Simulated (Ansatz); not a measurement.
# CuI: what the fields show

```xyz
4
Lattice="3.8856 0.0000 0.0000 0.0000 3.8856 0.0000 0.0000 0.0000 6.0804" Properties=species:S:1:pos:R:3 pbc="T T T"
Cu    1.9428    1.9428    0.0000
Cu    0.0000    0.0000    0.0000
I     1.9428    0.0000    1.7372
I     0.0000    1.9428    4.3432
```

Space group P4/nmm; a structure from a database of computed crystals, not necessarily the ambient phase; started from the database structure prototype, which need not be the ambient phase; changed on purpose from its base cell (hydrostatic strain -4.2%); computed pressure about 7 GPa in this cell; computed without spin polarisation.

The calculation used Ansatz, DFT, PBE, plane waves, PAW.

Core electrons are frozen (PAW), and the valence fields are smoothed inside the atomic spheres.

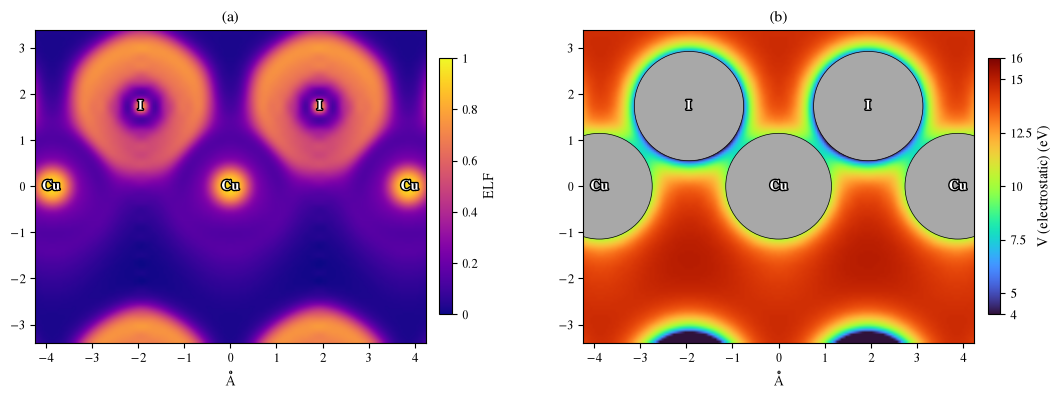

Figure 1. (a) electron localisation function; (b) electrostatic potential energy of an electron on the (100) plane of the conventional cell. Grey discs cover the atomic cores in the potential map.

Question: Describe what can be read from this map.

Answer: The section cuts through Cu and I sites. Cu–I (2.61 Å): the ELF is about 0.50 at the midpoint. The features right at Cu lie inside the PAW spheres, where the map follows smoothed inner orbitals and isn't to be read closely. Outside the cores the potential energy rises away from the atoms and is highest about 2.5 Å from the nearest atoms; its zero is arbitrary.

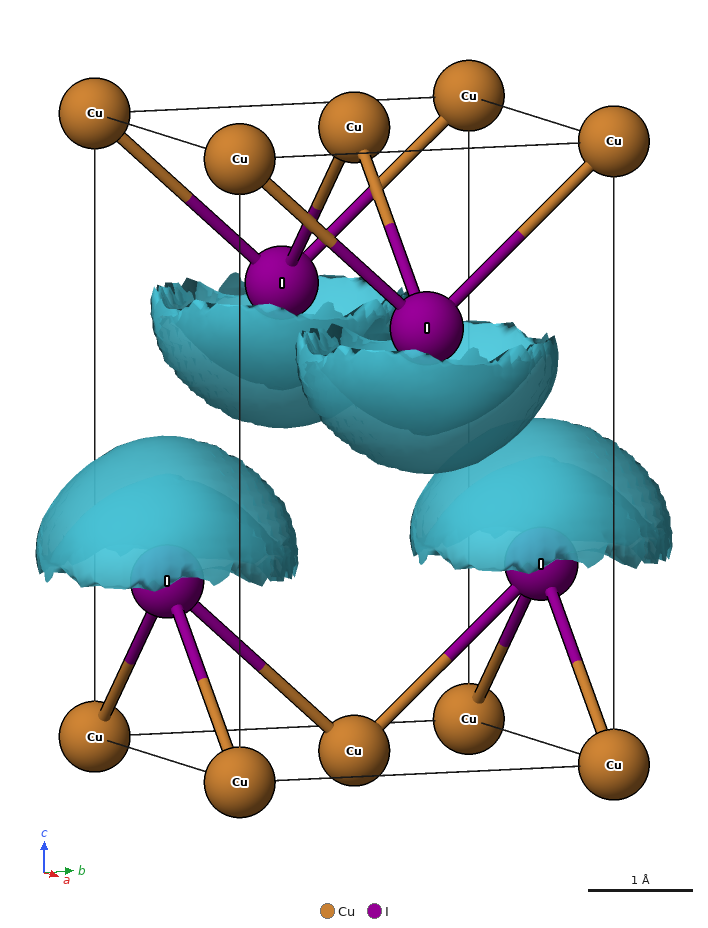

Figure 2. Isosurface of the electron localisation function at 0.7 (cyan), seen slightly off an axis. Core shells and regions of very low density are left out. Sticks mark near contacts.

Question: Where are the electrons localised?

Answer: The ELF exceeds this value in two regions wrapped around I (the valence shell of each), counted in one cell of 4 atoms. Any copies at cell faces, edges or corners count once.

Question: Metal or insulator at this level of theory?

Answer: It is gapped, with a Kohn–Sham gap of 1.6 eV on the k-point mesh (the band edges may lie off the mesh, which would make the gap smaller).
